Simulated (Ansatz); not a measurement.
**Ti: a changed input and its effect**

System: Ti (P6/mmm, 3 atoms in the cell).
Method of run 1: DFT, r2SCAN, plane waves (500 eV) with PAW, scalar-relativistic, spin-polarised (Ansatz 0.2.0).

Text and figures count atoms from 1; the logs count them from 0 in places.

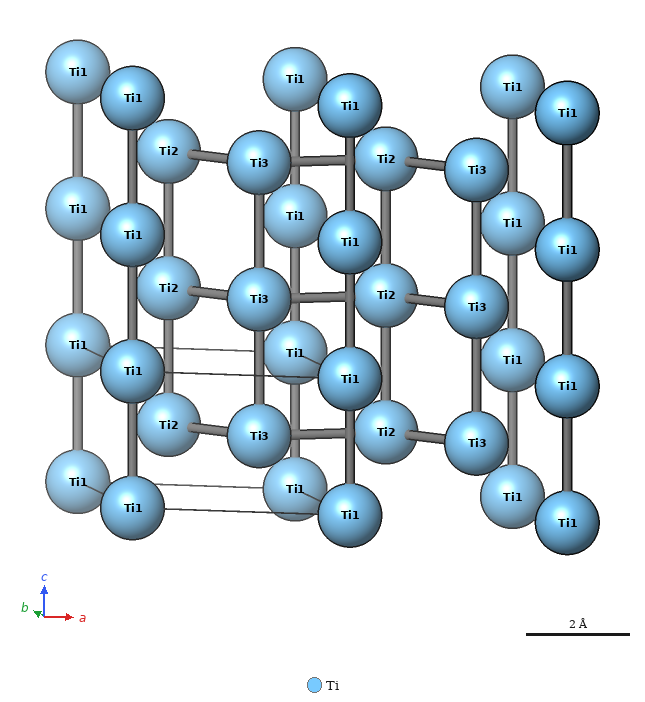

Fig. 1: The input geometry (ball-and-stick view of the cell of the calculation, repeated 2 × 1 × 3, seen slightly off an axis; atoms are numbered from 1 in the order of the input).

### The input, run 1
```yaml
crystal:
  lattice:
    - [4.4129946827, 0.0, 0.0]
    - [-2.2064973413, 3.821765502, 0.0]
    - [0.0, 0.0, 2.6843393705]
  atoms:
    - { symbol: Ti, position: [1.0, 1.0, 0.0], spin: -0.461 }
    - { symbol: Ti, position: [0.3333333333, 0.6666666667, 0.5], spin: 0.334 }
    - { symbol: Ti, position: [0.6666666667, 0.3333333333, 0.5], spin: 0.334 }
hamiltonian:
  xc: r2scan
  pseudopotentials:
    kind: paw
    azcp:
      Ti: "pseudopotentials/Ti.paw.azcp"
basis:
  ecutwfc: 500
  fft_grid_basis: typed
kpoints:
  mp_grid: { grid: [11, 11, 15], shift: [0, 0, 0] }
magnetization:
  spin_polarized: true
scf:
  occupations: { method: fermi_dirac, width: 0.05 }
output:
  stress: true
```

Hardware: 2 threads of an x86-64 CPU, shared host.

### Output, shortened to warnings, some set-up lines, iterations and results (run 1)
```
WARN: the starting moments were not kept: the SCF closed with an absolute magnetisation of 4.6e-5 μB, where they sum to 1.129 μB in size (3 sites). That is at most 0.1 of that sum. Measured as dr2_m measures the in/out step, that magnetisation stands 3.4e-10 eV from none, at or under the dr2_threshold of 1.0e-7 eV: it is no larger than a step whose dr2_m would equal this threshold. The system may …
Basis set: ecut = 500 eV, 1137 PW (Γ), exchange–correlation on 144×144×80 points (64 copies of the dense FFT grid, shifted against one another)
Symmetry: 24 space group operations
k-points: 128 of 1815
Initial density: superposition of atomic densities (chi_scale 0.1, normalization cell)
[...]
SCF iter   1: F=—  HF=-7513.376918 eV  |F-HF|=—  |Δ(HF+E_count)|=         —  Δρ=3.72e-2 (↑3.72e-2 ↓3.51e-2)  dr2=2.23e0  dr2_τ=1.36e-2  dr2_m=4.29e-2  M=0.058 μB ∫|m|=0.698 …
SCF iter   2: F=—  HF=-7512.837811 eV  |F-HF|=—  |Δ(HF+E_count)|=   5.39e-1  Δρ=2.35e-2 (↑2.35e-2 ↓2.30e-2)  dr2=9.58e-1  dr2_τ=3.49e-3  dr2_m=1.56e-2  M=0.051 μB ∫|m|=0.696 …
SCF iter   3: F=—  HF=-7512.656819 eV  |F-HF|=—  |Δ(HF+E_count)|=   1.81e-1  Δρ=5.81e-3 (↑5.81e-3 ↓5.74e-3)  dr2=2.93e-2  dr2_τ=1.34e-3  dr2_m=1.14e-4  M=0.043 μB ∫|m|=0.694 …
SCF iter   4: F=—  HF=-7512.768915 eV  |F-HF|=—  |Δ(HF+E_count)|=         —  Δρ=4.23e-3 (↑3.54e-3 ↓4.23e-3)  dr2=1.24e-2  dr2_τ=3.78e-4  dr2_m=1.02e-3  M=0.033 μB ∫|m|=0.616 …
SCF iter   5: F=—  HF=-7512.817022 eV  |F-HF|=—  |Δ(HF+E_count)|=   4.81e-2  Δρ=2.57e-3 (↑2.57e-3 ↓2.55e-3)  dr2=4.21e-3  dr2_τ=1.80e-4  dr2_m=4.28e-4  M=0.026 μB ∫|m|=0.561 …
[... 18 lines ...]
SCF iter  24: F=—  HF=-7512.869685 eV  |F-HF|=—  |Δ(HF+E_count)|=   6.90e-8  Δρ=2.28e-6 (↑9.69e-7 ↓2.28e-6)  dr2=6.05e-9  dr2_τ=4.83e-11  dr2_m=3.27e-10  M=-0.000 μB …
SCF iter  25: F=—  HF=-7512.869685 eV  |F-HF|=—  |Δ(HF+E_count)|=   1.34e-8  Δρ=7.26e-7 (↑4.56e-7 ↓7.26e-7)  dr2=1.46e-10  dr2_τ=6.27e-12  dr2_m=7.03e-11  M=-0.000 μB …
SCF iter  26: F=—  HF=-7512.869685 eV  |F-HF|=—  |Δ(HF+E_count)|=   1.08e-9  Δρ=6.67e-7 (↑6.67e-7 ↓2.97e-7)  dr2=5.40e-10  dr2_τ=5.86e-12  dr2_m=4.65e-11  M=-0.000 μB …
SCF iter  27: F=-7512.869685 eV  HF=-7512.869685 eV  |F-HF|=5.00e-11  |Δ(HF+E_count)|=  3.75e-10  Δρ=1.24e-7 (↑1.24e-7 ↓9.73e-8)  dr2=7.61e-12  dr2_τ=2.56e-13  dr2_m=3.74e-12 …
SCF 1 converged in 27 iterations: F = -7512.869685 eV  dr2 = 7.61e-12
the search or the solves at the SCF's close seem to have found levels that the self-consistency loop had missed (the run counts 6). By its estimate they hold under 1e-12 electrons; where the run keeps them, the occupations were computed again with them
WARN: the starting moments were not kept: the SCF closed with an absolute magnetisation of 4.6e-5 μB, where they sum to 1.129 μB in size (3 sites). That is at most 0.1 of that sum. Measured as dr2_m measures the in/out step, that magnetisation stands 3.4e-10 eV from none, at or under the …
SCF converged after 27 iterations
Magnetization: -0.0000 μB (18.0000 up, 18.0000 down)
Absolute magnetization: 0.0000 μB (∫|ρ↑−ρ↓|, with the PAW one-centre terms)
Spin contamination: 0.0000 ħ² per cell (⟨S²⟩ above its minimum at these occupations)
Per-site moments (μB) at R_I (Å): [(1.717513393358689e-5, 1.10728999033125), (-9.152715823607567e-6, 1.0509855130477792), (-9.152715823639523e-6, 1.0509855130477792)]
Free energy (F): -7512.869685 eV
Harris-Foulkes:  -7512.869685 eV  (|F-HF|=5.00e-11)
Internal energy: -7512.849623 eV  (E = F + TS)
E sigma→0 (E₀):  -7512.859654 eV
Entropy (-TS):   -0.020062 eV (-6.687 meV/atom)
Fermi energy:    15.631037 eV
--- Per-component energies (eV) ---
  E_band       = -424.297590
[...]
```

For run 2 the input was changed thus:
```diff
-    - [4.4129946827, 0.0, 0.0]
-    - [-2.2064973413, 3.821765502, 0.0]
-    - [0.0, 0.0, 2.6843393705]
+    - [4.5428624897, 0.0, 0.0]
+    - [-2.2714312448, 3.9342343219, 0.0]
+    - [0.0, 0.0, 2.7633354474]
```

What does this change do to the results?

With the same functional and potentials, run 2 lies 91.0 meV per atom lower. The net moment of the cell goes from 0.00 to 0.14 μB. The pressure goes from 17.64 to 4.71 GPa. The volume per atom goes from 15.09 to 16.46 Å³. The SCF takes 17 iterations against 27. The plane waves at Γ go from 1137 to 1277.

### Output, shortened to warnings, some set-up lines, iterations and results (run 2)
```
Basis set: ecut = 500 eV, 1277 PW (Γ), exchange–correlation on 144×144×96 points (64 copies of the dense FFT grid, shifted against one another)
Symmetry: 24 space group operations
k-points: 128 of 1815
Initial density: superposition of atomic densities (chi_scale 0.1, normalization cell)
[...]
SCF iter   1: F=—  HF=-7514.034721 eV  |F-HF|=—  |Δ(HF+E_count)|=         —  Δρ=3.66e-2 (↑3.66e-2 ↓3.48e-2)  dr2=2.50e0  dr2_τ=1.27e-2  dr2_m=3.89e-2  M=0.069 μB ∫|m|=0.738 …
SCF iter   2: F=—  HF=-7513.336336 eV  |F-HF|=—  |Δ(HF+E_count)|=   6.98e-1  Δρ=2.28e-2 (↑2.28e-2 ↓2.23e-2)  dr2=1.06e0  dr2_τ=3.44e-3  dr2_m=1.21e-2  M=0.062 μB ∫|m|=0.748 …
SCF iter   3: F=—  HF=-7512.956122 eV  |F-HF|=—  |Δ(HF+E_count)|=   3.80e-1  Δρ=5.97e-3 (↑5.97e-3 ↓5.79e-3)  dr2=3.24e-2  dr2_τ=1.44e-3  dr2_m=2.69e-4  M=0.070 μB ∫|m|=0.788 …
SCF iter   4: F=—  HF=-7513.056739 eV  |F-HF|=—  |Δ(HF+E_count)|=         —  Δρ=3.52e-3 (↑3.49e-3 ↓3.52e-3)  dr2=1.27e-2  dr2_τ=3.27e-4  dr2_m=1.94e-4  M=0.078 μB ∫|m|=0.767 …
SCF iter   5: F=—  HF=-7513.097784 eV  |F-HF|=—  |Δ(HF+E_count)|=   4.10e-2  Δρ=2.38e-3 (↑2.38e-3 ↓2.24e-3)  dr2=4.59e-3  dr2_τ=1.66e-4  dr2_m=2.53e-5  M=0.085 μB ∫|m|=0.766 …
[... 8 lines ...]
SCF iter  14: F=—  HF=-7513.142574 eV  |F-HF|=—  |Δ(HF+E_count)|=   5.35e-6  Δρ=1.37e-5 (↑1.17e-5 ↓1.37e-5)  dr2=2.94e-8  dr2_τ=3.36e-9  dr2_m=5.14e-8  M=0.137 μB ∫|m|=1.041 …
SCF iter  15: F=—  HF=-7513.142575 eV  |F-HF|=—  |Δ(HF+E_count)|=   5.05e-7  Δρ=6.92e-6 (↑6.17e-6 ↓6.92e-6)  dr2=4.83e-9  dr2_τ=1.00e-9  dr2_m=1.64e-8  M=0.139 μB ∫|m|=1.049 …
SCF iter  16: F=—  HF=-7513.142575 eV  |F-HF|=—  |Δ(HF+E_count)|=   9.29e-8  Δρ=2.91e-6 (↑2.08e-6 ↓2.91e-6)  dr2=2.10e-9  dr2_τ=7.73e-11  dr2_m=1.31e-9  M=0.138 μB ∫|m|=1.045 …
SCF iter  17: F=-7513.142575 eV  HF=-7513.142575 eV  |F-HF|=3.41e-9  |Δ(HF+E_count)|=   3.39e-8  Δρ=1.39e-6 (↑1.32e-6 ↓1.39e-6)  dr2=5.48e-9  dr2_τ=3.30e-11  dr2_m=1.17e-10  …
SCF 1 converged in 17 iterations: F = -7513.142575 eV  dr2 = 5.48e-9
this state was not tested for a lower state beside it, because the mixer in use, unlike msr1, does not test its closes by its own steps (another_mixer; see scf.mixing.algorithm and scf.lower_state_search)
SCF converged after 17 iterations
Magnetization: 0.1381 μB (18.0691 up, 17.9309 down)
Absolute magnetization: 1.0467 μB (∫|ρ↑−ρ↓|, with the PAW one-centre terms)
Spin contamination: 0.2017 ħ² per cell (⟨S²⟩ above its minimum at these occupations)
Per-site moments (μB) at R_I (Å): [(-0.3416908667839184, 1.1398758720525), (0.237799168728403, 1.081914438533448), (0.23779916872840304, 1.081914438533448)]
Free energy (F): -7513.142575 eV
Harris-Foulkes:  -7513.142575 eV  (|F-HF|=3.41e-9)
Internal energy: -7513.124060 eV  (E = F + TS)
E sigma→0 (E₀):  -7513.133318 eV
Entropy (-TS):   -0.018515 eV (-6.172 meV/atom)
Fermi energy:    14.121524 eV
--- Per-component energies (eV) ---
  E_band       = -480.659753
  E_kinetic    = 821.490639
  E_local      = -2349.368080  (includes V_loc(G=0)·N_el)
  E_nonlocal   = 22.621966
  E_hartree    = 969.539342
  E_xc         = -279.908628
  E_vxc        = -400.162190  (∫ρ·V_xc dr)
  E_paw        = -3171.093739  (= ΣΔE_a)
  E_vpaw       = -541.828854  (= ΣTr[D̂ρ^β])
  E_aug_tail   = 0.000278  (compensation charges beyond the density's cutoff)
  E_vtau       = 27.508750  (kinetic-family band-sum trace: ∫τ·v_τ [+ j·A + Jᵃ·Aᵃ] dr)
  E_ewald      = -3525.645467
  E_core_change = -0.760371  (= ΣΔE_core)
  E_smearing   = -0.018515  (= −TS)
  E_closure    = -0.000000  (closes the sum)
  Σ components = -7513.142575   (vs F -7513.142575, Δ=0.00e0)
--- Stress (GPa, compression-positive) ---
        4.050701      -0.000000       0.000000
        0.000000       4.050701       0.000000
        0.000000       0.000000       6.037962
  P = ⅓ Tr σ = 4.7131 GPa (47.131 kbar)
```

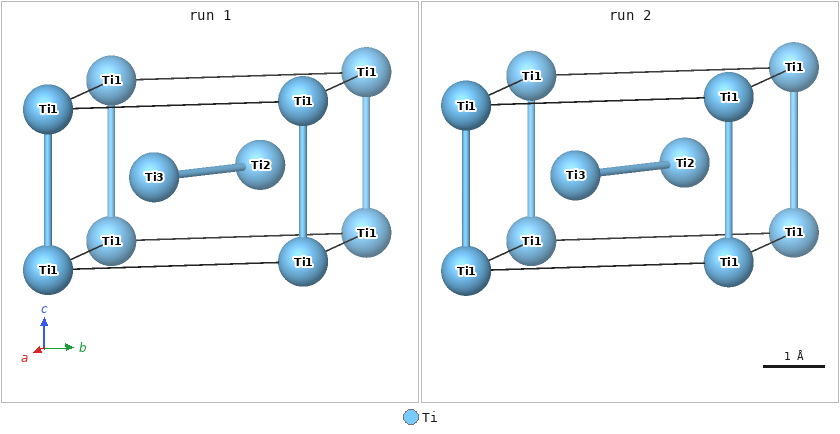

Fig. 2: The two input geometries at one scale (ball-and-stick view of the cell of the calculation, seen slightly off an axis). The atoms keep their places relative to the cell (all moves are under 0.005 Å). The drawn cell changes as follows: a = b 4.413 → 4.543 Å (+2.9 %), c 2.684 → 2.763 Å (+2.9 %); the volume changes by +9.1 %. Among the contacts that change: Ti1–Ti1 2.684 → 2.763 Å, Ti2–Ti3 2.548 → 2.623 Å.

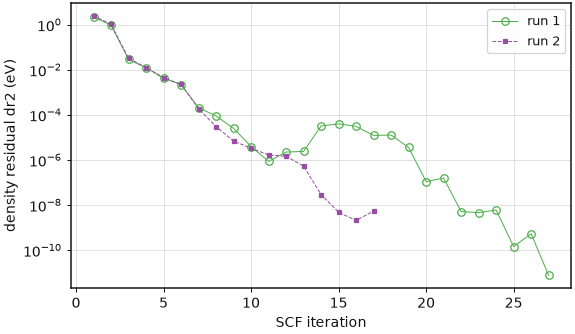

Fig. 3: Convergence of the two runs: density residual dr2 against the SCF iteration. Run 1 takes 27 iterations in all, and run 2 takes 17.

### The two runs side by side

| quantity | run 1 | run 2 |
| --- | --- | --- |
| outcome | converged | converged |
| free energy per atom (eV) | −2504.2899 | −2504.3809 |
| energy per atom, smearing taken to zero (eV) | −2504.2866 | −2504.3778 |
| net moment of the cell (μB) | 0.00 | 0.14 |
| absolute moment of the cell (μB) | 0.00 | 1.05 |
| pressure (GPa) | 17.64 | 4.71 |
| volume per atom (Å³) | 15.09 | 16.46 |
| SCF iterations | 27 | 17 |
| irreducible k-points | 128 | 128 |
| plane waves at Γ | 1137 | 1277 |
| wall time (shared host) | 1.7 min | 38 s |

For run 1: Warnings: some starting moments were not kept. The cell is under a pressure of 17.6 GPa at this level, so it is not at its equilibrium volume. For run 2: Warnings: the state was not tested for a lower one.
